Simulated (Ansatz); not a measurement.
Geometry relaxation of ZnO (part 2 of 3)

Continued. System: ZnO (slab, 8 atoms in the cell). Method: DFT, LDA, PAW with Ansatz's default frozen-core files, scalar-relativistic, no spin polarisation (Ansatz 0.2.0); cutoff 420 eV, 9×6×1 k-mesh, Fermi–Dirac smearing of 0.02 eV. It belongs to a series of runs on one base structure; here: atoms relaxed, PAW files.

Geometry of the input (Å; fractional positions):
```
3.1866  0.0000  0.0000
0.0000  5.1530  0.0000
0.0000  0.0000  19.6795
Zn 0.0000  0.0608  0.4065
O  0.0000  0.4392  0.4065
Zn 0.5000  0.5608  0.4533
O  0.5000  0.9392  0.4533
Zn 0.5000  0.0608  0.5467
O  0.5000  0.4392  0.5467
Zn 0.0000  0.5608  0.5935
O  0.0000  0.9392  0.5935
```

Log, continued
```
SCF iter   1: F=—  HF=-15205.599723 eV  |F-HF|=—  |Δ(HF+E_count)|=         —  Δρ=3.28e-3  dr2=2.38e-2  ethr=4.12e-4  p=0.000 e·Å  D=1.71e-7 V/Å  ΔV_dip=-0.00 eV  dr2_dipole=2.81e-11  V_vac-E_F(+/−)=5.20/5.20 eV  ⟨swp⟩=4.9  Hψ=2690  notcnv=0  defer=39
efield: sawtooth ramp at fractional position 0.9500 (handed on by an earlier solve), width 0.1000; the density the first Hamiltonian is built on has a dipole p = 0.000 e·Å; the dipole correction subtracts the counter field D = 1.71e-7 V/Å, which shifts the + side's vacuum level by -0.00 eV against the − side's; the planar-averaged density in the ramp window peaks in size at 6.1e-6 e/Å³
preconditioner: auto → Resta (q_TF=auto, 2.124 Å⁻¹)  ε∞=3.2  [insulator: Δε(μ)=1.272 eV  Ē_g=11.785 eV  σ=0.020 eV  W_gap=1.00  n_scr=44 (ndim 8)  ℏωp=17.5 eV  f_vac=0.688  D(μ)=0.00/eV (n_scr^D=0)  ε∞_Penn≈3.2  vacuum switching on, ρ_ref=1.0e-2 e/Å³]
SCF iter   2: F=—  HF=-15205.591329 eV  |F-HF|=—  |Δ(HF+E_count)|=   8.39e-3  Δρ=1.64e-3  dr2=6.57e-3  ethr=3.31e-5  p=-0.000 e·Å  D=-6.27e-7 V/Å  ΔV_dip=0.00 eV  dr2_dipole=6.77e-12  V_vac-E_F(+/−)=5.25/5.25 eV  ⟨swp⟩=2.0  Hψ=1740  notcnv=0  defer=56
SCF iter   3: F=—  HF=-15205.589985 eV  |F-HF|=—  |Δ(HF+E_count)|=   1.34e-3  Δρ=9.88e-4  dr2=2.64e-3  ethr=9.13e-6  p=0.000 e·Å  D=9.06e-7 V/Å  ΔV_dip=-0.00 eV  dr2_dipole=1.19e-10  V_vac-E_F(+/−)=5.31/5.31 eV  ⟨swp⟩=2.1  Hψ=1587  notcnv=0  defer=56
SCF iter   4: F=—  HF=-15205.589332 eV  |F-HF|=—  |Δ(HF+E_count)|=   6.53e-4  Δρ=2.04e-4  dr2=2.07e-4  ethr=3.67e-6  p=-0.000 e·Å  D=-4.96e-7 V/Å  ΔV_dip=0.00 eV  dr2_dipole=5.06e-12  V_vac-E_F(+/−)=5.32/5.32 eV  ⟨swp⟩=2.0  Hψ=1625  notcnv=0  defer=56
SCF iter   5: F=—  HF=-15205.589341 eV  |F-HF|=—  |Δ(HF+E_count)|=   9.25e-6  Δρ=1.16e-4  dr2=4.06e-5  ethr=1.39e-7  p=-0.000 e·Å  D=-8.54e-8 V/Å  ΔV_dip=0.00 eV  dr2_dipole=7.19e-12  V_vac-E_F(+/−)=5.34/5.34 eV  ⟨swp⟩=11.7  Hψ=4896  notcnv=0
SCF iter   6: F=-15205.589336 eV  HF=-15205.589336 eV  |F-HF|=3.02e-7  |Δ(HF+E_count)|=   5.09e-6  Δρ=3.48e-5  dr2=3.41e-6  ethr=5.64e-8  p=-0.000 e·Å  D=-4.17e-7 V/Å  ΔV_dip=0.00 eV  dr2_dipole=1.76e-13  V_vac-E_F(+/−)=5.34/5.34 eV  ⟨swp⟩=7.0  Hψ=3741  notcnv=0
SCF 4 converged in 6 iterations: F = -15205.589336 eV  dr2 = 3.41e-6
  greatest PAW one-centre occupation: 0.988 electrons in one spin orbital (limit 2), on the Zn atom at site 6 (counted from 0), in its partial waves of l = 2
relax step   4: F+E_penalty+E_count = -15205.58933647 eV  Δ(F+E_penalty+E_count) = -7.995e-2 eV  max|allowed force component| = 1.990e-1 eV/Å  Δτ_max = 0.0877 Å  (6 SCF iters, dr2 threshold 1.00e-4 eV, accepted)
SCF iter   1: F=—  HF=-15205.605541 eV  |F-HF|=—  |Δ(HF+E_count)|=         —  Δρ=2.78e-3  dr2=1.48e-2  ethr=1.92e-4  p=-0.000 e·Å  D=-4.17e-7 V/Å  ΔV_dip=0.00 eV  dr2_dipole=4.59e-11  V_vac-E_F(+/−)=5.33/5.33 eV  ⟨swp⟩=4.8  Hψ=2622  notcnv=0  defer=52
efield: sawtooth ramp at fractional position 0.9500 (handed on by an earlier solve), width 0.1000; the density the first Hamiltonian is built on has a dipole p = -0.000 e·Å; the dipole correction subtracts the counter field D = -4.17e-7 V/Å, which shifts the + side's vacuum level by +0.00 eV against the − side's; the planar-averaged density in the ramp window peaks in size at 5.1e-7 e/Å³
preconditioner: auto → Resta (q_TF=auto, 2.124 Å⁻¹)  ε∞=3.2  [insulator: Δε(μ)=1.274 eV  Ē_g=11.787 eV  σ=0.020 eV  W_gap=1.00  n_scr=44 (ndim 8)  ℏωp=17.5 eV  f_vac=0.684  D(μ)=0.00/eV (n_scr^D=0)  ε∞_Penn≈3.2  vacuum switching on, ρ_ref=1.0e-2 e/Å³]
SCF iter   2: F=—  HF=-15205.600410 eV  |F-HF|=—  |Δ(HF+E_count)|=   5.13e-3  Δρ=1.40e-3  dr2=3.38e-3  ethr=2.06e-5  p=0.000 e·Å  D=6.88e-7 V/Å  ΔV_dip=-0.00 eV  dr2_dipole=6.45e-13  V_vac-E_F(+/−)=5.35/5.35 eV  ⟨swp⟩=2.5  Hψ=1750  notcnv=0  defer=58
SCF iter   3: F=—  HF=-15205.599749 eV  |F-HF|=—  |Δ(HF+E_count)|=   6.60e-4  Δρ=8.72e-4  dr2=2.36e-3  ethr=4.70e-6  p=0.000 e·Å  D=2.96e-7 V/Å  ΔV_dip=-0.00 eV  dr2_dipole=1.10e-11  V_vac-E_F(+/−)=5.35/5.35 eV  ⟨swp⟩=2.0  Hψ=1642  notcnv=0  defer=58
SCF iter   4: F=—  HF=-15205.599305 eV  |F-HF|=—  |Δ(HF+E_count)|=   4.44e-4  Δρ=1.50e-4  dr2=6.21e-5  ethr=3.27e-6  p=0.000 e·Å  D=6.92e-7 V/Å  ΔV_dip=-0.00 eV  dr2_dipole=6.20e-13  V_vac-E_F(+/−)=5.36/5.36 eV  ⟨swp⟩=2.2  Hψ=1566  notcnv=0  defer=58
SCF iter   5: F=—  HF=-15205.599307 eV  |F-HF|=—  |Δ(HF+E_count)|=   2.01e-6  Δρ=8.41e-5  dr2=1.78e-5  ethr=8.63e-8  p=0.000 e·Å  D=9.93e-7 V/Å  ΔV_dip=-0.00 eV  dr2_dipole=1.32e-12  V_vac-E_F(+/−)=5.35/5.35 eV  ⟨swp⟩=2.0  Hψ=1502  notcnv=0  defer=58
iter 6 did not close the SCF: its close was put off until two iterations running show no level that it waits for move by more than its bar (scf_convergence_deferred on its scf_iter line)
SCF iter   6: F=-15205.599304 eV  HF=-15205.599304 eV  |F-HF|=2.95e-7  |Δ(HF+E_count)|=   3.67e-6  Δρ=1.81e-5  dr2=5.72e-7  ethr=3.44e-9  p=0.000 e·Å  D=8.45e-7 V/Å  ΔV_dip=-0.00 eV  dr2_dipole=3.43e-15  V_vac-E_F(+/−)=5.35/5.35 eV  ⟨swp⟩=12.5  Hψ=4867  notcnv=0
SCF iter   7: F=-15205.599304 eV  HF=-15205.599304 eV  |F-HF|=1.60e-7  |Δ(HF+E_count)|=   4.31e-7  Δρ=8.77e-6  dr2=1.57e-7  ethr=7.95e-10  p=0.000 e·Å  D=8.15e-7 V/Å  ΔV_dip=-0.00 eV  dr2_dipole=2.74e-14  V_vac-E_F(+/−)=5.35/5.35 eV  ⟨swp⟩=3.8  Hψ=3483  notcnv=0
SCF 5 converged in 7 iterations: F = -15205.599304 eV  dr2 = 1.57e-7
relax step   5: F+E_penalty+E_count = -15205.59930397 eV  Δ(F+E_penalty+E_count) = -9.968e-3 eV  max|allowed force component| = 1.816e-1 eV/Å  Δτ_max = 0.0730 Å  (7 SCF iters, dr2 threshold 2.47e-6 eV, accepted)
SCF iter   1: F=—  HF=-15205.613481 eV  |F-HF|=—  |Δ(HF+E_count)|=         —  Δρ=1.94e-3  dr2=1.30e-2  ethr=9.83e-5  p=0.000 e·Å  D=8.15e-7 V/Å  ΔV_dip=-0.00 eV  dr2_dipole=1.87e-11  V_vac-E_F(+/−)=5.34/5.34 eV  ⟨swp⟩=5.2  Hψ=2574  notcnv=0  defer=52
efield: sawtooth ramp at fractional position 0.9500 (handed on by an earlier solve), width 0.1000; the density the first Hamiltonian is built on has a dipole p = 0.000 e·Å; the dipole correction subtracts the counter field D = 8.15e-7 V/Å, which shifts the + side's vacuum level by -0.00 eV against the − side's; the planar-averaged density in the ramp window peaks in size at 2.5e-6 e/Å³
preconditioner: auto → Resta (q_TF=auto, 2.124 Å⁻¹)  ε∞=3.2  [insulator: Δε(μ)=1.308 eV  Ē_g=11.837 eV  σ=0.020 eV  W_gap=1.00  n_scr=44 (ndim 8)  ℏωp=17.5 eV  f_vac=0.687  D(μ)=0.00/eV (n_scr^D=0)  ε∞_Penn≈3.2  vacuum switching on, ρ_ref=1.0e-2 e/Å³]
SCF iter   2: F=—  HF=-15205.609357 eV  |F-HF|=—  |Δ(HF+E_count)|=   4.12e-3  Δρ=9.36e-4  dr2=2.50e-3  ethr=1.80e-5  p=0.000 e·Å  D=1.24e-7 V/Å  ΔV_dip=-0.00 eV  dr2_dipole=7.17e-14  V_vac-E_F(+/−)=5.33/5.33 eV  ⟨swp⟩=2.5  Hψ=1689  notcnv=0  defer=52
SCF iter   3: F=—  HF=-15205.608706 eV  |F-HF|=—  |Δ(HF+E_count)|=   6.51e-4  Δρ=5.66e-4  dr2=9.50e-4  ethr=3.47e-6  p=0.000 e·Å  D=3.91e-7 V/Å  ΔV_dip=-0.00 eV  dr2_dipole=3.79e-13  V_vac-E_F(+/−)=5.35/5.35 eV  ⟨swp⟩=2.0  Hψ=1608  notcnv=0  defer=52
SCF iter   4: F=—  HF=-15205.608573 eV  |F-HF|=—  |Δ(HF+E_count)|=   1.33e-4  Δρ=1.52e-4  dr2=6.88e-5  ethr=1.32e-6  p=0.000 e·Å  D=3.12e-7 V/Å  ΔV_dip=-0.00 eV  dr2_dipole=3.61e-15  V_vac-E_F(+/−)=5.35/5.35 eV  ⟨swp⟩=2.0  Hψ=1507  notcnv=0  defer=52
SCF iter   5: F=—  HF=-15205.608570 eV  |F-HF|=—  |Δ(HF+E_count)|=   3.25e-6  Δρ=6.24e-5  dr2=1.24e-5  ethr=9.55e-8  p=0.000 e·Å  D=2.61e-7 V/Å  ΔV_dip=-0.00 eV  dr2_dipole=3.94e-13  V_vac-E_F(+/−)=5.36/5.36 eV  ⟨swp⟩=2.0  Hψ=1544  notcnv=0  defer=52
SCF iter   6: F=-15205.608569 eV  HF=-15205.608568 eV  |F-HF|=6.36e-7  |Δ(HF+E_count)|=   1.52e-6  Δρ=1.73e-5  dr2=9.90e-7  ethr=2.86e-9  p=0.000 e·Å  D=3.54e-7 V/Å  ΔV_dip=-0.00 eV  dr2_dipole=7.54e-14  V_vac-E_F(+/−)=5.36/5.36 eV  ⟨swp⟩=11.6  Hψ=4763  notcnv=0
SCF 6 converged in 6 iterations: F = -15205.608569 eV  dr2 = 9.90e-7
relax step   6: F+E_penalty+E_count = -15205.60856890 eV  Δ(F+E_penalty+E_count) = -9.265e-3 eV  max|allowed force component| = 5.569e-2 eV/Å  Δτ_max = 0.0391 Å  (6 SCF iters, dr2 threshold 2.06e-6 eV, accepted)
SCF iter   1: F=—  HF=-15205.611587 eV  |F-HF|=—  |Δ(HF+E_count)|=         —  Δρ=1.30e-3  dr2=4.26e-3  ethr=6.23e-5  p=0.000 e·Å  D=3.54e-7 V/Å  ΔV_dip=-0.00 eV  dr2_dipole=3.95e-11  V_vac-E_F(+/−)=5.35/5.35 eV  ⟨swp⟩=4.0  Hψ=2219  notcnv=0  defer=51
efield: sawtooth ramp at fractional position 0.9500 (handed on by an earlier solve), width 0.1000; the density the first Hamiltonian is built on has a dipole p = 0.000 e·Å; the dipole correction subtracts the counter field D = 3.54e-7 V/Å, which shifts the + side's vacuum level by -0.00 eV against the − side's; the planar-averaged density in the ramp window peaks in size at 1.3e-6 e/Å³
preconditioner: auto → Resta (q_TF=auto, 2.124 Å⁻¹)  ε∞=3.2  [insulator: Δε(μ)=1.293 eV  Ē_g=11.825 eV  σ=0.020 eV  W_gap=1.00  n_scr=44 (ndim 8)  ℏωp=17.5 eV  f_vac=0.686  D(μ)=0.00/eV (n_scr^D=0)  ε∞_Penn≈3.2  vacuum switching on, ρ_ref=1.0e-2 e/Å³]
SCF iter   2: F=—  HF=-15205.610170 eV  |F-HF|=—  |Δ(HF+E_count)|=   1.42e-3  Δρ=6.43e-4  dr2=1.08e-3  ethr=5.92e-6  p=-0.000 e·Å  D=-7.01e-7 V/Å  ΔV_dip=0.00 eV  dr2_dipole=5.48e-13  V_vac-E_F(+/−)=5.38/5.38 eV  ⟨swp⟩=2.2  Hψ=1367  notcnv=0  defer=53
SCF iter   3: F=—  HF=-15205.609876 eV  |F-HF|=—  |Δ(HF+E_count)|=   2.94e-4  Δρ=4.61e-4  dr2=6.02e-4  ethr=1.50e-6  p=-0.000 e·Å  D=-2.02e-7 V/Å  ΔV_dip=0.00 eV  dr2_dipole=2.12e-11  V_vac-E_F(+/−)=5.39/5.39 eV  ⟨swp⟩=2.0  Hψ=1504  notcnv=0  defer=53
SCF iter   4: F=—  HF=-15205.609744 eV  |F-HF|=—  |Δ(HF+E_count)|=   1.32e-4  Δρ=7.28e-5  dr2=1.65e-5  ethr=8.36e-7  p=-0.000 e·Å  D=-7.65e-7 V/Å  ΔV_dip=0.00 eV  dr2_dipole=8.09e-15  V_vac-E_F(+/−)=5.39/5.39 eV  ⟨swp⟩=2.0  Hψ=1504  notcnv=0  defer=53
SCF iter   5: F=—  HF=-15205.609801 eV  |F-HF|=—  |Δ(HF+E_count)|=   5.64e-5  Δρ=3.78e-5  dr2=3.82e-6  ethr=2.29e-8  p=-0.000 e·Å  D=-7.81e-7 V/Å  ΔV_dip=0.00 eV  dr2_dipole=1.19e-13  V_vac-E_F(+/−)=5.40/5.40 eV  ⟨swp⟩=2.0  Hψ=1545  notcnv=0  defer=53
iter 6 did not close the SCF: its close was put off until two iterations running show no level that it waits for move by more than its bar (scf_convergence_deferred on its scf_iter line)
SCF iter   6: F=-15205.609801 eV  HF=-15205.609801 eV  |F-HF|=9.84e-8  |Δ(HF+E_count)|=   3.50e-7  Δρ=1.02e-5  dr2=2.32e-7  ethr=4.05e-10  p=-0.000 e·Å  D=-7.19e-7 V/Å  ΔV_dip=0.00 eV  dr2_dipole=1.41e-14  V_vac-E_F(+/−)=5.40/5.40 eV  ⟨swp⟩=12.7  Hψ=5064  notcnv=0
iter 7 did not close the SCF: its close was put off until two iterations running show no level that it waits for move by more than its bar (scf_convergence_deferred on its scf_iter line)
SCF iter   7: F=-15205.609801 eV  HF=-15205.609801 eV  |F-HF|=8.78e-8  |Δ(HF+E_count)|=   1.55e-7  Δρ=4.90e-6  dr2=6.04e-8  ethr=3.22e-10  p=-0.000 e·Å  D=-7.74e-7 V/Å  ΔV_dip=0.00 eV  dr2_dipole=2.55e-13  V_vac-E_F(+/−)=5.40/5.40 eV  ⟨swp⟩=4.1  Hψ=3988  notcnv=0
SCF iter   8: F=-15205.609801 eV  HF=-15205.609801 eV  |F-HF|=3.41e-9  |Δ(HF+E_count)|=   2.25e-8  Δρ=1.60e-6  dr2=6.54e-9  ethr=8.39e-11  p=-0.000 e·Å  D=-7.11e-7 V/Å  ΔV_dip=0.00 eV  dr2_dipole=2.35e-14  V_vac-E_F(+/−)=5.40/5.40 eV  ⟨swp⟩=2.8  Hψ=3266  notcnv=0
SCF 7 converged in 8 iterations: F = -15205.609801 eV  dr2 = 6.54e-9
relax step   7: F+E_penalty+E_count = -15205.60980129 eV  Δ(F+E_penalty+E_count) = -1.232e-3 eV  max|allowed force component| = 1.300e-2 eV/Å  Δτ_max = 0.0173 Å  (8 SCF iters, dr2 threshold 2.92e-7 eV, accepted)
SCF iter   1: F=—  HF=-15205.609832 eV  |F-HF|=—  |Δ(HF+E_count)|=         —  Δρ=1.33e-4  dr2=8.91e-5  ethr=6.61e-7  p=-0.000 e·Å  D=-7.11e-7 V/Å  ΔV_dip=0.00 eV  dr2_dipole=5.95e-11  V_vac-E_F(+/−)=5.40/5.40 eV  ⟨swp⟩=2.0  Hψ=2022  notcnv=0  defer=58
efield: sawtooth ramp at fractional position 0.9500 (handed on by an earlier solve), width 0.1000; the density the first Hamiltonian is built on has a dipole p = -0.000 e·Å; the dipole correction subtracts the counter field D = -7.11e-7 V/Å, which shifts the + side's vacuum level by +0.00 eV against the − side's; the planar-averaged density in the ramp window peaks in size at 7.9e-7 e/Å³
preconditioner: auto → Resta (q_TF=auto, 2.124 Å⁻¹)  ε∞=3.2  [insulator: Δε(μ)=1.295 eV  Ē_g=11.836 eV  σ=0.020 eV  W_gap=1.00  n_scr=44 (ndim 8)  ℏωp=17.5 eV  f_vac=0.685  D(μ)=0.00/eV (n_scr^D=0)  ε∞_Penn≈3.2  vacuum switching on, ρ_ref=1.0e-2 e/Å³]
SCF iter   2: F=—  HF=-15205.609859 eV  |F-HF|=—  |Δ(HF+E_count)|=   2.70e-5  Δρ=6.21e-5  dr2=1.73e-5  ethr=1.24e-7  p=0.000 e·Å  D=6.31e-7 V/Å  ΔV_dip=-0.00 eV  dr2_dipole=5.22e-12  V_vac-E_F(+/−)=5.40/5.40 eV  ⟨swp⟩=2.7  Hψ=1580  notcnv=0  defer=58
SCF iter   3: F=—  HF=-15205.609855 eV  |F-HF|=—  |Δ(HF+E_count)|=   3.93e-6  Δρ=5.39e-5  dr2=8.51e-6  ethr=2.41e-8  p=0.000 e·Å  D=1.21e-6 V/Å  ΔV_dip=-0.00 eV  dr2_dipole=2.78e-13  V_vac-E_F(+/−)=5.39/5.39 eV  ⟨swp⟩=2.0  Hψ=1492  notcnv=0  defer=58
SCF iter   4: F=—  HF=-15205.609853 eV  |F-HF|=—  |Δ(HF+E_count)|=   1.87e-6  Δρ=9.61e-6  dr2=2.98e-7  ethr=1.18e-8  p=0.000 e·Å  D=1.33e-6 V/Å  ΔV_dip=-0.00 eV  dr2_dipole=7.29e-15  V_vac-E_F(+/−)=5.39/5.39 eV  ⟨swp⟩=2.1  Hψ=1483  notcnv=0  defer=58
SCF iter   5: F=-15205.609853 eV  HF=-15205.609853 eV  |F-HF|=4.02e-8  |Δ(HF+E_count)|=   1.04e-8  Δρ=5.42e-6  dr2=7.49e-8  ethr=1.39e-10  p=0.000 e·Å  D=1.33e-6 V/Å  ΔV_dip=-0.00 eV  dr2_dipole=3.78e-18  V_vac-E_F(+/−)=5.39/5.39 eV  ⟨swp⟩=10.8  Hψ=4467  notcnv=0
SCF 8 converged in 5 iterations: F = -15205.609853 eV  dr2 = 7.49e-8
relax step   8: F+E_penalty+E_count = -15205.60985305 eV  Δ(F+E_penalty+E_count) = -5.176e-5 eV  max|allowed force component| = 3.428e-3 eV/Å  Δτ_max = 0.0026 Å  (5 SCF iters, accepted)
```

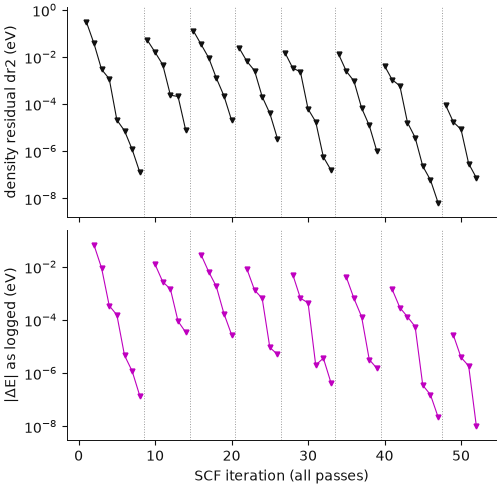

Fig. 1: Convergence of the self-consistent field: density residual dr2 and size of the energy change against the SCF iteration. The dotted lines part the SCF passes of the relaxation: geometry steps, rejected trials and re-solves on a re-selected basis. The 8 passes take 5 to 8 iterations each, 52 in all.
